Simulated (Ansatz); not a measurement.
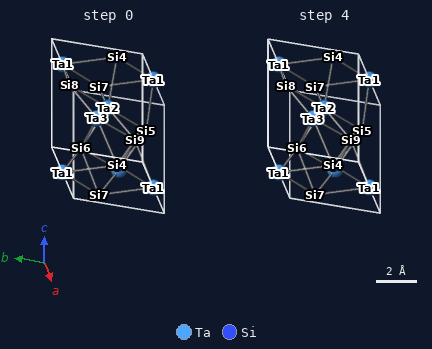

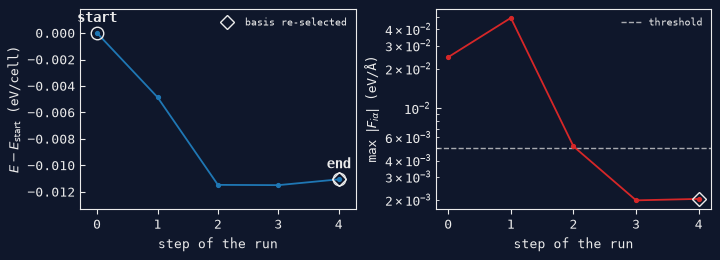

First and last geometry of a relaxation of a crystal of TaSi₂ (set up in P6_422), with the history of the run. Style: ball-and-stick. Shown: the cell of the calculation, from a free direction.

The calculation used Ansatz, DFT PBEsol, scalar-relativistic, plane waves, PAW. Settings: plane-wave cutoff 420 eV; k-point mesh 12 × 12 × 6; occupations gaussian; smearing width 0.1 eV; no spin polarisation; cell and atoms relaxed; force threshold 0.005 eV/Å; at most 80 steps.

> Read the history and describe the run.

It converged. After 3 accepted moves (4 points after the start) the energy has fallen by 11.1 meV per cell of the calculation. The largest force component goes from 0.025 to 0.002 eV/Å. Pressure: −2.21 GPa at the start and −0.01 GPa at the end. The SCF was repeated once at an unchanged geometry on a basis and grid sized afresh for the cell, which shifted the energy by 0.4 meV per cell of the calculation at most. The atoms keep their places relative to the cell (all moves are under 0.005 Å). The drawn cell changes as follows: a = b 4.784 → 4.761 Å (−0.5 %), c 6.570 → 6.556 Å (−0.2 %); the volume changes by −1.2 %. Near-neighbour distances that change, for instance: Ta1–Si4 2.826 → 2.810 Å, Ta1–Si4 (another image) 2.731 → 2.719 Å, Ta1–Ta2 3.243 → 3.232 Å, Ta1–Si5 2.607 → 2.599 Å. The space group stays P6_422 (No. 181). The run took 41 s on 4 threads of Intel(R) Xeon(R) Platinum 8259CL CPU @ 2.50GHz (Skylake/Cascade Lake), with other jobs on the host, peak memory 0.69 GiB.

```csv
step,"E − E(0), meV/atom","largest force component, eV/Å","pressure, GPa","volume, Å³/atom",note
0,0.00,0.0245,-2.21,14.468,
1,-0.54,0.0488,1.71,14.174,
2,-1.27,0.0051,-0.05,14.303,
3,-1.28,0.0020,-0.01,14.300,
4,-1.23,0.0020,-0.01,14.300,"same geometry, new basis"
```
